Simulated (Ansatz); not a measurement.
Consider NaCl.

The calculation's input:

```
crystal:
  lattice:
    - [3.3587896201, 0.0, 0.0]
    - [0.0, 3.3587896201, 0.0]
    - [0.0, 0.0, 3.3587896201]
  atoms:
    - { symbol: Na, position: [0.0, 0.0, 0.0] }
    - { symbol: Cl, position: [0.5, 0.5, 0.5] }
basis:
  ecutwfc: 420
kpoints:
  mp_grid: { grid: [6, 6, 6] }
hamiltonian:
  xc: pbe
scf:
  occupations: { method: gaussian, width: 0.02 }
output:
  forces: true
  stress: true
  eigenvalues: true
  write_density: true
  write_potential: true
  elf: true
  volumetric_format: npy
```

Command:

```sh
ansatz run input.yaml --threads 1 --pin off --max-ram 2560MiB --backend cpu --events-out ev --progress --plain --runs-dir out
```

Below, planes, directions and counts refer to the conventional cell (a = 3.36 Å, b = 3.36 Å, c = 3.36 Å, α = 90.00°, β = 90.00°, γ = 90.00°).

Space group Pm-3m; a structure from a database of computed crystals, not necessarily the ambient phase; changed on purpose from its base cell (volume × 0.88); computed pressure about 5 GPa in this cell.

The calculation used DFT PBE, scalar-relativistic, plane waves, PAW (Ansatz 0.2.0).

### Predict the valence pseudo-density and electron localisation function between the atoms.

Na–Cl (2.91 Å): the density is about 0.12 e/Å³ at the midpoint, with its minimum of 0.07 e/Å³ about 1.2 Å from Na; the ELF peaks at about 0.85 in the valence shell of Cl, 0.8 Å from its nucleus, and is about 0.35 at the midpoint (a largely ionic contact).

### Does the calculation give a band gap?

It is gapped, with a Kohn–Sham gap of 4.4 eV on the k-point mesh, an upper bound to the gap of this method.

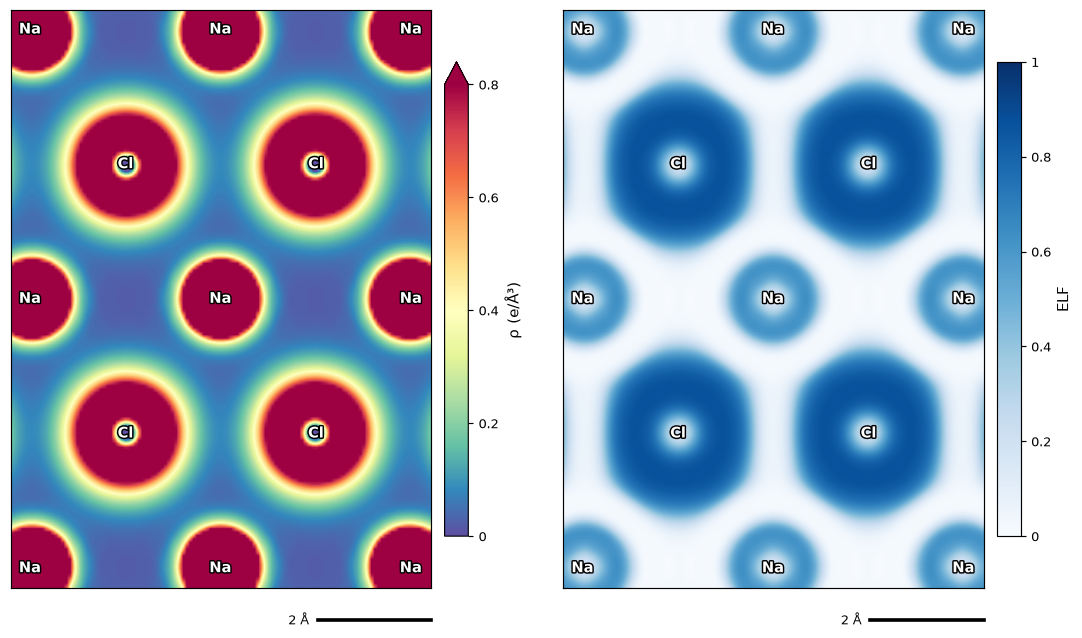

Computed valence pseudo-density and electron localisation function on the (101̄) plane of the conventional cell, in this order. 

In a PAW calculation such maps are meaningful between the atoms, not at the nuclei.
